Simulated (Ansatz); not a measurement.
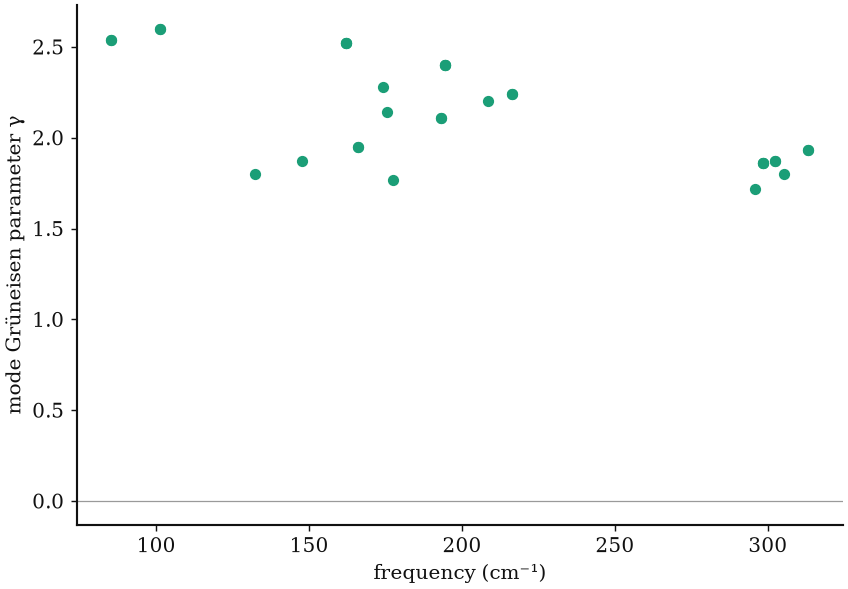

The picture above shows the mode Grüneisen parameters against frequency for AlCu₃, space group Fm-3m (No. 225).

Structure:
```
CELL_PARAMETERS angstrom
0.00000 2.88406 2.88406
2.88406 0.00000 2.88406
2.88406 2.88406 0.00000
ATOMIC_POSITIONS crystal
Al 0.00000 0.00000 0.00000
Cu 0.50000 0.50000 0.50000
Cu 0.25000 0.25000 0.25000
Cu 0.75000 0.75000 0.75000
```

Calculation (Ansatz 0.2.0): mode Grüneisen parameters, minus d ln(frequency) over d ln(volume), from cells at 0.98 and 1.02 times the rest volume with shape and atoms relaxed, modes matched by rank; plane waves with PAW datasets, Γ-centred k mesh. Level: PBEsol, no spin polarisation.

| setting | value |
| --- | --- |
| wave cutoff | 420 eV |
| k mesh | 12×12×12 |
| occupations | Fermi–Dirac |
| smearing width | 0.15 eV |
| phonon method | linear response |
| q mesh | 2×2×2 |

> What range do the mode Grüneisen parameters cover, and does any mode soften under pressure?

They run from 1.72 to 2.60; none is negative, so every mode shown stiffens under compression.

Note: metal sensitive to the k mesh; phonon interpolation lacks quadrupole term; vibrations at or below zero.
